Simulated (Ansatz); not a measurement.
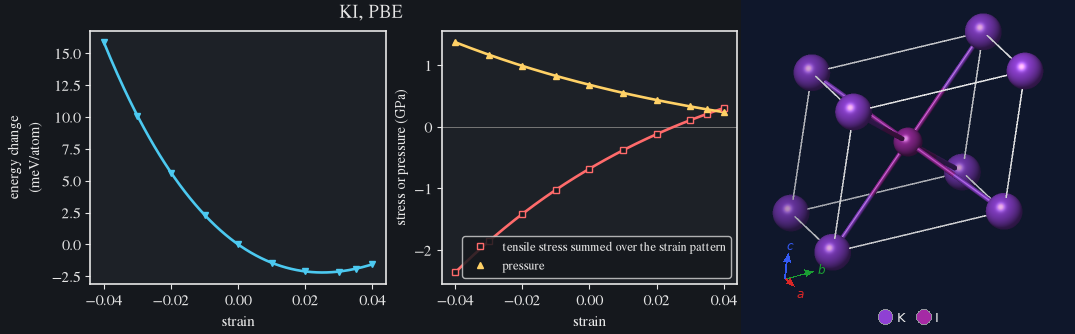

The plot gives the computed energy change, tensile stress summed over the strain pattern and pressure against strain for KI, space group Fm-3m (No. 225). The cell is drawn beside the plot.

Starting cell:
```yaml
crystal:
  lattice:
    - [0.00000, 3.52455, 3.52455]
    - [3.52455, 0.00000, 3.52455]
    - [3.52455, 3.52455, 0.00000]
  atoms:
    - { symbol: K, position: [0.00000, 0.00000, 0.00000] }
    - { symbol: I, position: [0.50000, 0.50000, 0.50000] }
```

How it was computed, with Ansatz 0.2.0: homogeneous strain of a crystal along one Voigt pattern with engineering shear, fractional coordinates fixed, by plane-wave density functional theory with PAW datasets, free energies less that of the undisturbed cell, pressure positive in compression; scalar-relativistic. Level: PBE, no spin polarisation.

wave cutoff 420 eV; k mesh 6×6×6; occupations Gaussian; smearing width 0.05 eV; k shift (0, 0, 0) (mesh steps); start as given; strain pattern (0, 1, 0, 0, 0, 0) (xx yy zz yz xz xy with engineering shear).

> Is the given structure stable along this path?

No: the energy falls towards positive values, so the start isn't a stationary minimum along this path.

> Where is the energy change lowest, and are there other minima?

The lowest computed point is at strain 0.030 (−2.13 meV/atom), in a single well.

> What does the tensile stress summed over the strain pattern do across the range?

It rises from −2.365 GPa at strain −0.040 to 0.303 GPa at 0.040, and changes sign near 0.025.

> How does the pressure vary with strain?

It falls from 1.372 GPa at strain −0.040 to 0.237 GPa at 0.040.

Keep in mind: reference crystal is not relaxed.
